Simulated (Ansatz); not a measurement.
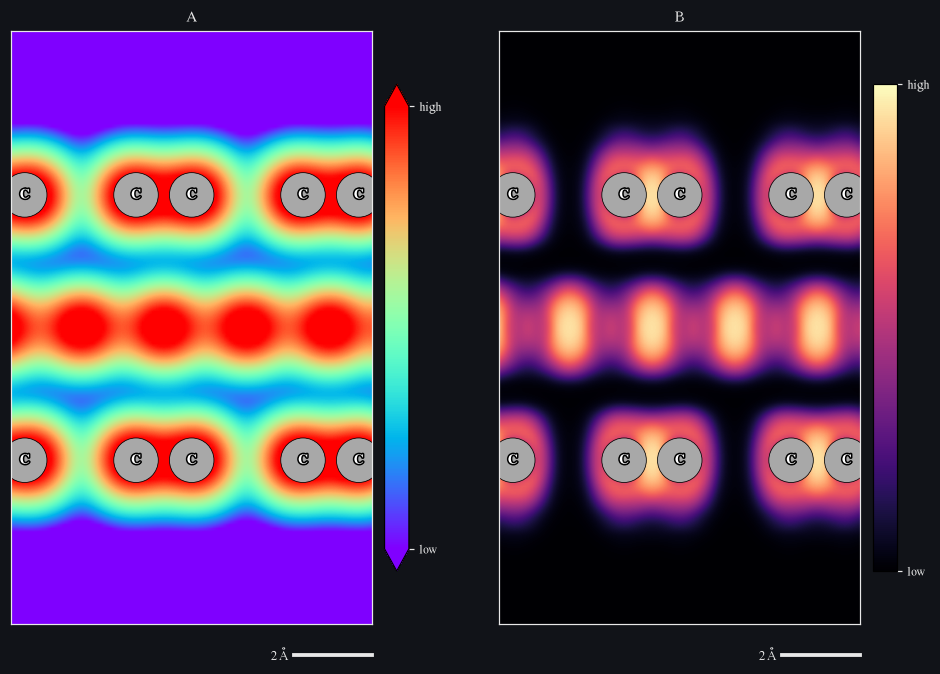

C (slab): 2 fields on the (110) plane of the calculation cell, a cut from vacuum to vacuum, with unlabelled colour scales. Grey discs cover the atomic cores.

Theory: Ansatz, DFT PBE+D3(BJ), scalar-relativistic, plane waves, PAW.

```
C
1.0
     2.46563    0.00000    0.00000
    -1.23281    2.13417    0.00000
     0.00000    0.00000   23.78427
C
6
Direct
  0.66670 0.33340 0.35738
  0.33330 0.66660 0.35738
  0.16670 0.33340 0.50000
  0.83330 0.66660 0.50000
  0.66670 0.33340 0.64262
  0.33330 0.66660 0.64262
```

> Match the panels to the quantities (electron localisation function and valence pseudo-density).

Panel A: valence pseudo-density. Panel B: electron localisation function. From the grid: C–C (1.42 Å): the density is about 2 e/Å³ at the midpoint; the ELF peaks at about 0.95 between the atoms.
